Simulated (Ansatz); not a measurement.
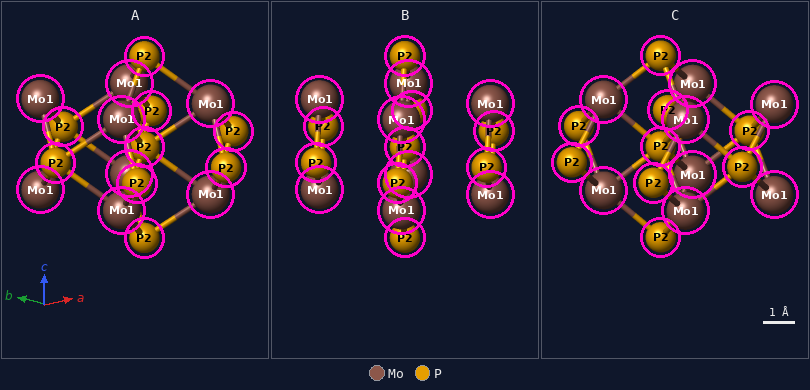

3 geometries from a converged minimum-energy path of a 2-atom cell of MoP (set up in P-6m2), shuffled. A ball-and-stick model of the atoms within 3.5 Å of the middle of the path, seen from a free direction. The atoms that move most are ringed. Bonds to atoms that aren't drawn are left out.

The calculation used Ansatz, DFT, PBE, PAW with Ansatz's default frozen-core files, scalar-relativistic. Run with plane-wave cutoff 420 eV; k-point mesh 8 × 8 × 7; Fermi-Dirac smearing 0.05 eV; 5 movable images; climbing image.

One of them is the converged climbing image. Which?

B. In order along the path, whose images run from 0 to 6: C (image 0, 0.00 eV), B (image 3, +2.22 eV), A (image 5, +0.57 eV). The P atom travels furthest, 0.93 Å from end to end, along [1 −1 0], on a straight line. It doesn't move alone: Mo (0.93 Å) moves with it.
